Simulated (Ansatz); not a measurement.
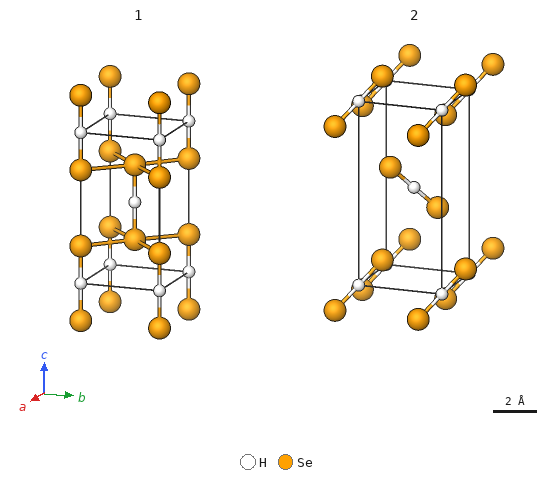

Two geometries of a crystal of HSe₂ (a generated structure, set up in Cmce), drawn at one scale. One is the start of a relaxation, the other its converged end. Style: ball-and-stick. Shown: the cell of the calculation, slightly off an axis.

Method: DFT, PAW plane waves, PBE in Ansatz 0.2.0. Set-up: plane-wave cutoff 420 eV; k-point mesh 7 × 7 × 3; occupations fermi dirac; smearing width 0.0708 eV; no spin polarisation; cell and atoms relaxed; force threshold 0.03 eV/Å; at most 80 steps.

Which one is relaxed?

Answer. Structure 1 is the relaxed one. The start is a swapped structure. The energy falls by 4.740 eV per cell of the calculation in 16 accepted moves (20 points after the start). Largest force component: 1 eV/Å at the start, 0.0007 eV/Å at the end. Pressure: −3.39 GPa at the start and −0.03 GPa at the end. The line search rejected the trial steps at points 14, 16, 18 of the run. The SCF was repeated once at an unchanged geometry on a basis and grid sized afresh for the cell, which shifted the energy by 4.7 meV per cell of the calculation at most. The largest moves relative to the cell, 1.48 Å, are those of Se atoms. H stays in place. The drawn cell changes as follows: a = b 4.253 → 3.945 Å (−7.3 %), c 8.813 → 7.226 Å (−18.0 %), γ 83.1° → 88.7°; the volume changes by −29.0 %. Among the contacts that change: Se–Se 3.888 → 2.820 Å, Se–Se 3.598 → 2.758 Å, Se–Se 3.248 → 3.580 Å, H–Se 1.624 → 1.790 Å. New bonds form: Se–Se (3.60 → 2.76 Å), Se–Se (3.89 → 2.82 Å). The space group (tolerance 0.01 Å) goes from Cmce (No. 64) to Fmmm (No. 69).
